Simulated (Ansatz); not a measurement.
# MoS (slab): what the fields show

Input file:

```
crystal:
  lattice:
    - [3.1415002775, 0.0, 0.0]
    - [-1.5707501387, 2.7206190463, 0.0]
    - [0.0, 0.0, 32.3373047485]
  atoms:
    - { symbol: Mo, position: [0.0, 0.0, 0.2319302755] }
    - { symbol: S, position: [0.3333333333, 0.6666666667, 0.2801126212] }
    - { symbol: S, position: [0.3333333333, 0.6666666667, 0.7198873788] }
    - { symbol: Mo, position: [0.0, 0.0, 0.7680697245] }
basis:
  ecutwfc: 420
kpoints:
  mp_grid: { grid: [9, 9, 1] }
hamiltonian:
  xc: pbesol
scf:
  occupations: { method: gaussian, width: 0.05 }
output:
  forces: true
  stress: true
  eigenvalues: true
  write_density: true
  write_potential: true
  elf: true
  volumetric_format: npy
efield:
  axis: 3
  dipole_correction: true
  ramp_width: 0.04
```

Launched as:

```sh
ansatz run input.yaml --threads 1 --pin off --max-ram 2560MiB --backend cpu --events-out ev --progress --plain --runs-dir out
```

Not relaxed (largest force 1.1 eV/Å); computed without spin polarisation.

Method: DFT PBEsol, scalar-relativistic, plane waves, PAW in Ansatz 0.2.0.

The density is the valence pseudo-density of a PAW calculation; it isn't the true density close to the nuclei.

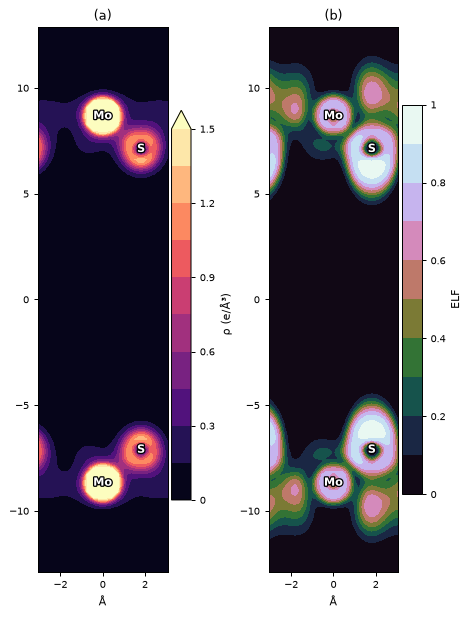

Figure 1. (a) valence pseudo-density; (b) electron localisation function on the (110) plane of the calculation cell, a cut from vacuum to vacuum.

Read the bonding off the picture.

- Atoms in the plane: Mo and S.
- Mo–S (2.39 Å): the density is about 0.62 e/Å³ at the midpoint; the ELF peaks at about 0.85 in the valence shell of S, 0.8 Å from its nucleus, and is about 0.45 at the midpoint.
- The density dies away to nearly zero in the vacuum.
- The features right at Mo lie inside the PAW spheres, where the map follows smoothed inner orbitals and isn't to be read closely.

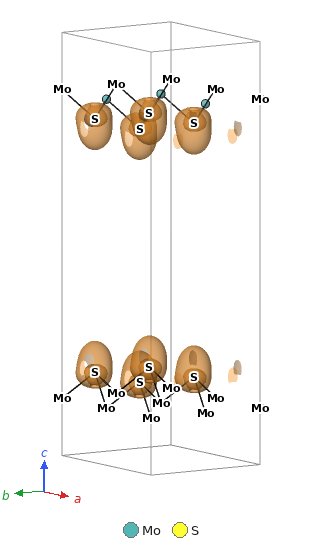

Figure 2. Isosurface of the ELF at 0.75 (orange), seen at an oblique angle. Only the valence region is drawn (cores and ρ < 0.01 e/Å³ removed). Sticks mark near contacts.

What do the ELF domains correspond to?

The ELF exceeds this value in two regions wrapped around S (the valence shell of each), counted in one cell of 4 atoms. Counts are for one cell; the picture repeats the cell along the surface.
